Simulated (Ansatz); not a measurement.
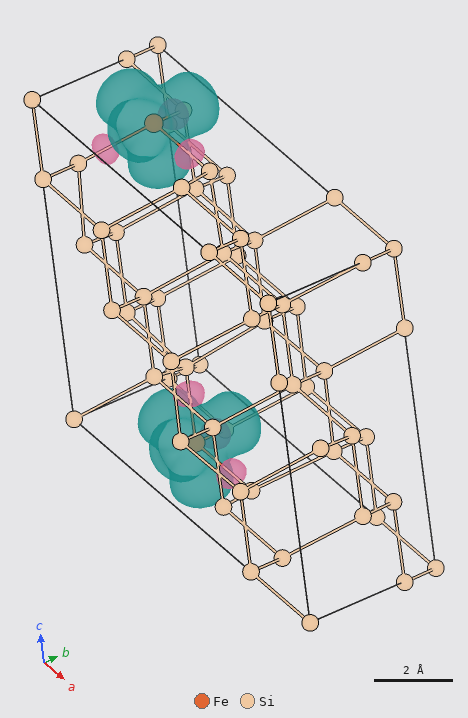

The picture shows: FeSi₃₁ (cell charge −1, with a compensating background) (cell with a defect). Isosurfaces of the spin density at +0.008 (teal) and −0.008 e/Å³ (pink), seen slightly off an axis. Sticks mark near contacts.

Spin-polarised.

All numbers below come from DFT PBEsol, scalar-relativistic, plane waves, PAW in Ansatz.

Core electrons are frozen (PAW), and the valence fields are smoothed inside the atomic spheres.

Question: Describe the spin distribution.

Answer: The spin density sits on Fe: +0.6 μB in one cell of 32 atoms: with much of the spin spread outside that site. The cell of the calculation (32 atoms) carries 1.0 μB of net spin moment.
